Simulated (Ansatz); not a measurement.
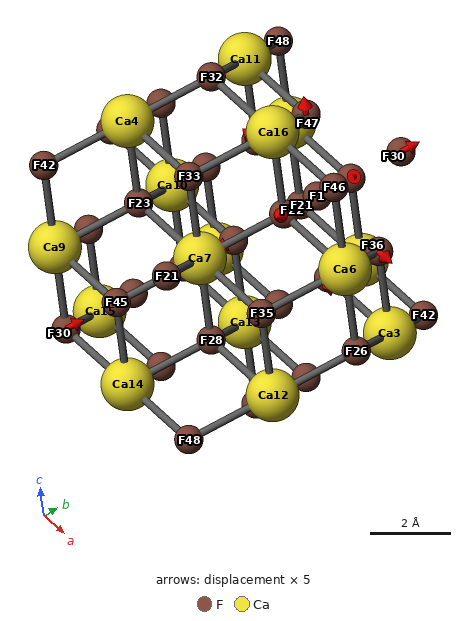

This is a relaxation of a defect cell of composition Ca$_{5}$F$_{11}$. The starting structure is drawn; red arrows show the displacements, 5 times their true length.

A ball-and-stick model of the atoms within 5.8 Å of the atom that moves most (axes of the cell of the calculation), seen slightly off an axis.

Case: F on a Ca site (a), charge +0, atoms relaxed at the host's cell.

Computed with DFT PBE, scalar-relativistic, plane waves, PAW in Ansatz 0.2.0. Set-up: plane-wave cutoff 420 eV; k-point mesh 2 × 2 × 2; occupations gaussian; smearing width 0.01 eV; mesh shifted by (0.5, 0.5, 0.5); collinear spin; atoms relaxed in a fixed cell; force threshold 0.025 eV/Å; at most 45 steps.

### Which element moves most?

Fluorine: up to 0.11 Å, against 0.01 Å for calcium.

### What did the optimiser do to the structure, and how much energy did it gain?

The largest moves, 0.11 Å, are those of F atoms. Largest moves by element: F 0.11 Å, Ca 0.01 Å. The cell stays as it was. Near-neighbour distances that change, for instance: Ca–F 2.387 → 2.349 Å, Ca–F 2.387 → 2.381 Å. Among the angles between lasting bonds that change: Ca–F–Ca 109.5° → 111.9°. The energy falls by 0.185 eV per cell of the calculation in 2 geometry steps. Largest force component: 0.25 eV/Å at the start, 0.012 eV/Å at the end.
